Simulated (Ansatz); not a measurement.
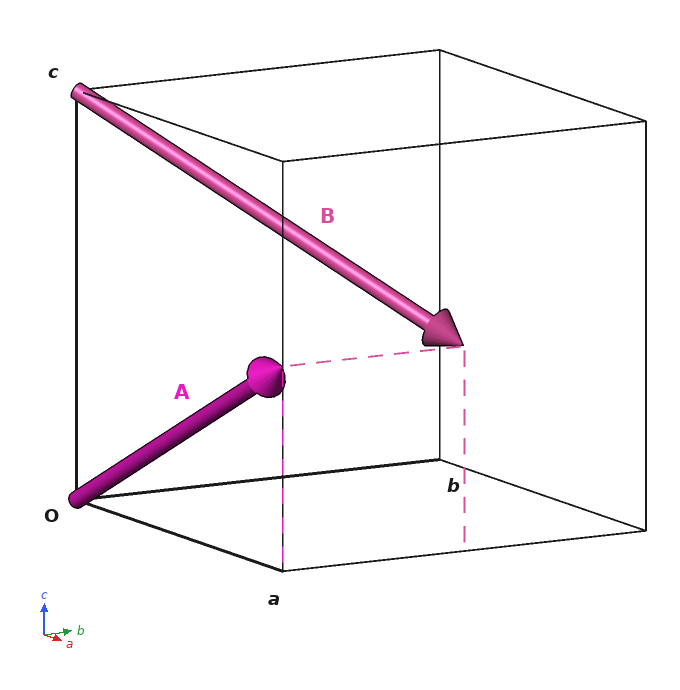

Each arrow starts at a corner of the unit cell and ends on its surface; where a tip isn't a corner, dashed lines run from it parallel to the axes. Crystal: SrTiO₃, coordinates from a relaxation with Ansatz, DFT PBEsol, scalar-relativistic, plane waves, PAW. Geometry calculated from the standardised cell; symmetry tolerance 0.002 Å.

a = 3.891 Å, b = 3.891 Å, c = 3.891 Å, α = 90.00°, β = 90.00°, γ = 90.00°.

> Index the directions.

Arrow A runs from (0, 0, 0) to (1, 0, 1/2), so [2 0 1]; Arrow B runs from (0, 0, 1) to (1, 1/2, 1/2), so [2 1 −1].

> How long is the vector ua + vb + wc in each case, and what angles do the directions make?

A 8.701 Å; B 9.531 Å. A–B: 56.8°.
